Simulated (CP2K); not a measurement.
# BP: 6 runs along one coordinate

System: BP (F-43m, 2 atoms in the cell).
Method: Kohn-Sham DFT of a periodic cell, LDA, GTH-PADE with UZH-TZVP basis, no spin polarisation (CP2K 2026.2).

The 6 runs differ only in the geometry, by an even scaling of the cell at fixed fractional positions. The structure derives from an entry of the Crystallography Open Database.

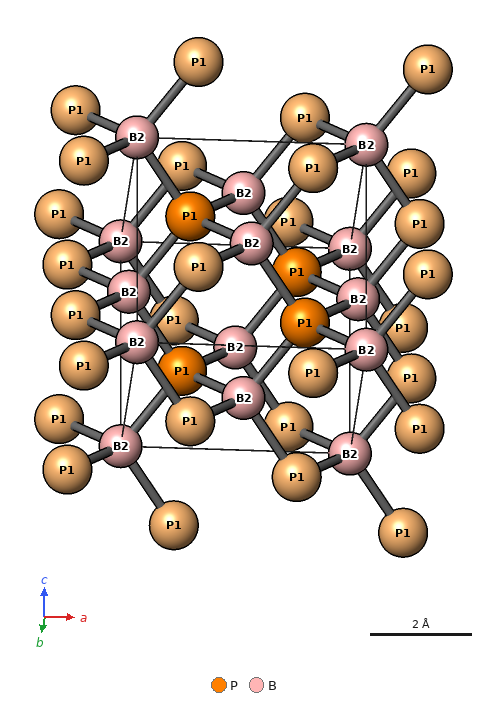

Figure 1. The structure of run 4 (ball-and-stick view of the cell 4 times as large as that of the calculation, set on its symmetry axes, seen at an oblique angle; neighbours outside the cell are drawn fainter; atoms are numbered from 1 in the order of the input).

**Input of run 4**
```
&GLOBAL
  PROJECT bp_eos
  RUN_TYPE ENERGY_FORCE
  PRINT_LEVEL LOW
&END GLOBAL
&FORCE_EVAL
  METHOD QS
  STRESS_TENSOR ANALYTICAL
  &DFT
    BASIS_SET_FILE_NAME BASIS_MOLOPT_UZH
    POTENTIAL_FILE_NAME GTH_POTENTIALS
    WFN_RESTART_FILE_NAME previous-RESTART.kp
    &MGRID
      CUTOFF 450
      REL_CUTOFF 60
      NGRIDS 5
    &END MGRID
    &QS
      METHOD GPW
      EPS_DEFAULT 1.0E-10
    &END QS
    &KPOINTS
      SCHEME MONKHORST-PACK 10 10 10
      GAMMA_CENTERED T
      SYMMETRY T
      SYMMETRY_BACKEND SPGLIB
    &END KPOINTS
    &SCF
      SCF_GUESS RESTART
      EPS_SCF 1.0E-6
      MAX_SCF 100
      ADDED_MOS 10
      CHOLESKY OFF
      EPS_EIGVAL 1.0E-7
      &DIAGONALIZATION ON
        ALGORITHM STANDARD
      &END DIAGONALIZATION
      &MIXING ON
        METHOD BROYDEN_MIXING
        ALPHA 0.4
        BETA 1.5
        NBUFFER 8
      &END MIXING
      &SMEAR ON
        METHOD FERMI_DIRAC
        ELECTRONIC_TEMPERATURE [K] 300.557
      &END SMEAR
    &END SCF
    &XC
      &XC_FUNCTIONAL
        &LDA_X
        &END LDA_X
        &LDA_C_PW
        &END LDA_C_PW
      &END XC_FUNCTIONAL
    &END XC
    &PRINT
      &KPOINTS ON
      &END KPOINTS
      &MULLIKEN ON
      &END MULLIKEN
      &MO ON
        ENERGIES T
        OCCUPATION_NUMBERS T
        &EACH
          QS_SCF 0
        &END EACH
        ADD_LAST NUMERIC
      &END MO
    &END PRINT
  &END DFT
  &SUBSYS
    &CELL
      A 3.2301018584 0.0000000000 0.0000000000
      B 1.6150509292 2.7973502662 0.0000000000
      C 1.6150509292 0.9324500888 2.6373671234
      PERIODIC XYZ
    &END CELL
    &COORD
      SCALED
      P   0.7500000000 0.7500000000 0.7500000000
      B   0.0000000000 0.0000000000 0.0000000000
    &END COORD
    &KIND P
      BASIS_SET TZVP-MOLOPT-PBE-GTH-q5
      POTENTIAL GTH-PADE-q5
    &END KIND
    &KIND B
      BASIS_SET TZVP-MOLOPT-PBE-GTH-q3
      POTENTIAL GTH-PADE-q3
    &END KIND
    &PRINT
      &ATOMIC_COORDINATES ON
      &END ATOMIC_COORDINATES
      &CELL ON
      &END CELL
    &END PRINT
  &END SUBSYS
  &PRINT
    &FORCES ON
    &END FORCES
    &STRESS_TENSOR ON
    &END STRESS_TENSOR
  &END PRINT
&END FORCE_EVAL
```

Command:
```bash
OMP_NUM_THREADS=2 cp2k.psmp -i bp_eos.inp -o bp_eos.out
```

Run 2 differs from it as follows:
```diff
-      A 3.2301018584 0.0000000000 0.0000000000
-      B 1.6150509292 2.7973502662 0.0000000000
-      C 1.6150509292 0.9324500888 2.6373671234
+      A 3.1654824111 0.0000000000 0.0000000000
+      B 1.5827412056 2.7413881833 0.0000000000
+      C 1.5827412056 0.9137960611 2.5846055657
```

**Results, with one run withheld**

```csv
run,volume per atom (Å³),"free energy per atom, from the lowest run given (meV)",pressure (GPa),gap on the mesh (eV)
1,10.981,1.89,4.44,1.24
2,11.214,?,?,?
3,11.448,0.00,−2.91,1.29
4,11.915,17.59,−8.95,1.33
5,12.149,32.58,−11.56,1.35
6,12.383,51.17,−13.91,1.37
```

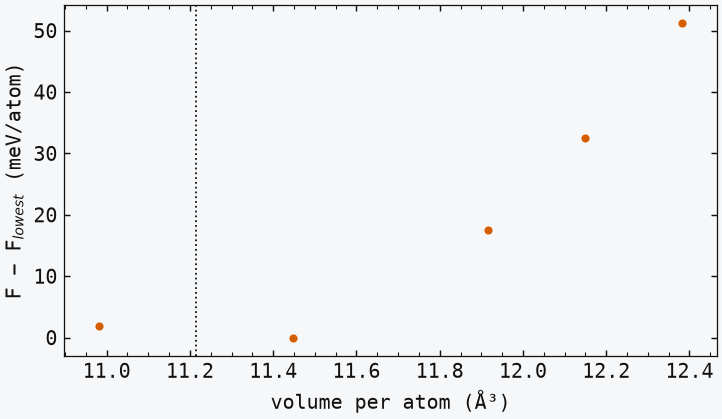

Figure 2. Free energy per atom of the runs given; the dotted line marks run 2.

Estimate the energy of run 2 from the others.

A cubic polynomial in V^(−2/3) (the Birch–Murnaghan form), fitted to the 5 runs given, misses them by under 0.01 meV per atom. With x = V^(−2/3) − 0.19341 Å⁻², it reads F = 9.6775 − 4004.9 x + 3.4943e+05 x² − 74509 x³ (meV per atom). At run 2 it gives −1.74 meV per atom, and the run itself gives −1.73. The slope of the fit gives a pressure −dF/dV of 0.59 GPa there, and the run prints 0.58 GPa. The fit has its minimum at 11.252 Å³ per atom, where V d²F/dV² gives 175 GPa: the bulk modulus at this level, since symmetry fixes the shape and the positions. The gap on the mesh goes, without turning, from 1.24 eV in run 1 to 1.37 eV in run 6; run 2 has 1.26 eV. These are gaps of this functional on this mesh, which can miss the band edges; they aren't the measured gap.

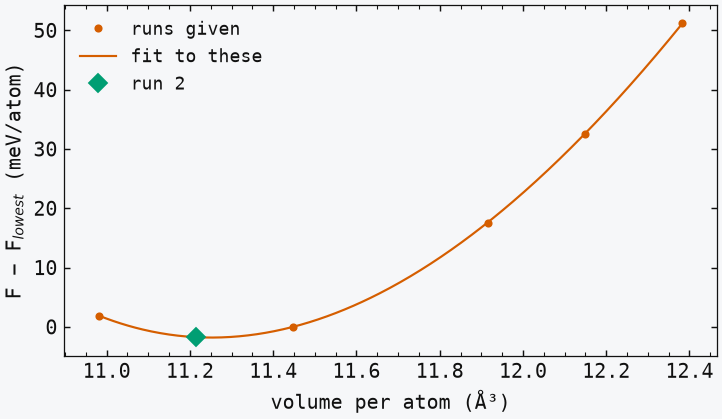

Figure 3. The fit and the withheld run.

**Some lines of the output (run 2)**
```
[...]
 MO| Band gap:            0.211479 a.u.          5.754649 eV
 MO| Band gap:            0.221902 a.u.          6.038260 eV
 MO| Band gap:            0.213407 a.u.          5.807095 eV
 MO| Band gap:            0.200558 a.u.          5.457457 eV
 MO| Band gap:            0.193209 a.u.          5.257497 eV
 MO| Band gap:            0.209607 a.u.          5.703696 eV
 MO| Band gap:            0.211595 a.u.          5.757783 eV
 MO| Band gap:            0.213479 a.u.          5.809046 eV
 MO| Band gap:            0.217990 a.u.          5.931820 eV
 MO| Band gap:            0.221263 a.u.          6.020863 eV
 MO| Band gap:            0.213952 a.u.          5.821918 eV
 MO| Band gap:            0.215438 a.u.          5.862375 eV
 MO| Band gap:            0.211339 a.u.          5.750836 eV
 MO| Band gap:            0.248412 a.u.          6.759626 eV
```
